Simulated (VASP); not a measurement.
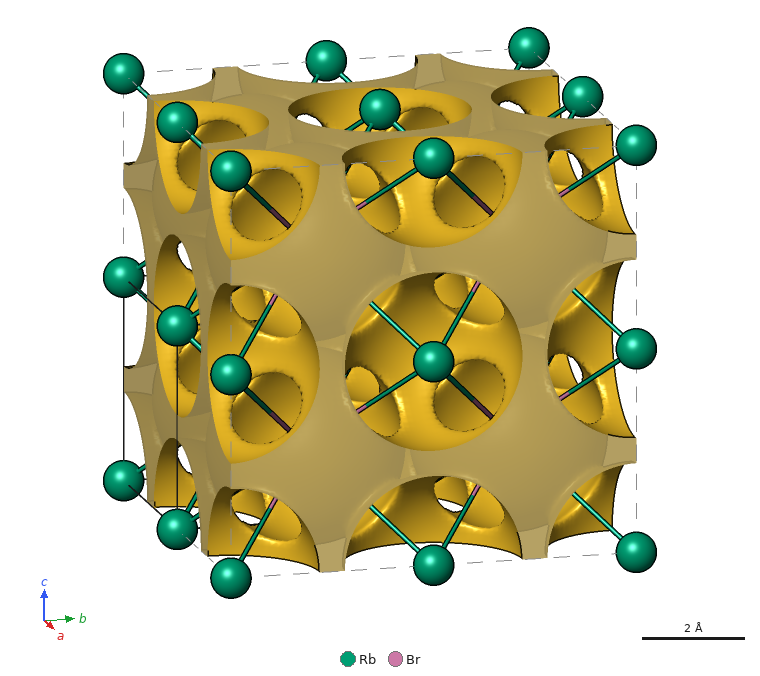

The yellow surface encloses the points that the centre of a probe sphere of radius 0.15 Å can occupy in RbBr in space group Pm-3m, computed on a grid of about 0.11 Å (2×2×2 cells shown, view slightly off an axis; pale faces close the region where the box cuts it).

Atoms are hard spheres with Shannon crystal radii (six-coordinate where tabulated): Rb 1.66 Å, Br 1.82 Å.

Origin of the cell: a cell listed in the Materials Project, as set up for an electronic-structure calculation.

```yaml
crystal:
  lattice:
    - [4.12608, 0.00000, 0.00000]
    - [0.00000, 4.12608, 0.00000]
    - [0.00000, 0.00000, 4.12608]
  atoms:
    - { symbol: Rb, position: [0.00000, 0.00000, 0.00000] }
    - { symbol: Br, position: [0.50000, 0.50000, 0.50000] }
```

Question: Is the space open to the probe made of pockets or channels?

Answer: Where they connect, they form a three-dimensional network.

Question: What share of the cell can the probe's centre reach?

Answer: About 20 % of the volume (14 Å³ of 70.2 Å³).

Question: Give the largest included and the largest free sphere.

Answer: The largest sphere that fits anywhere has a diameter of 1.14 Å; the largest that can travel through the crystal, about 0.8 Å.

Question: How does the connectivity change as the probe shrinks?

Answer: Below a radius of about 0.41 Å the space forms a three-dimensional network. These are grid estimates, good to about 0.05 Å.
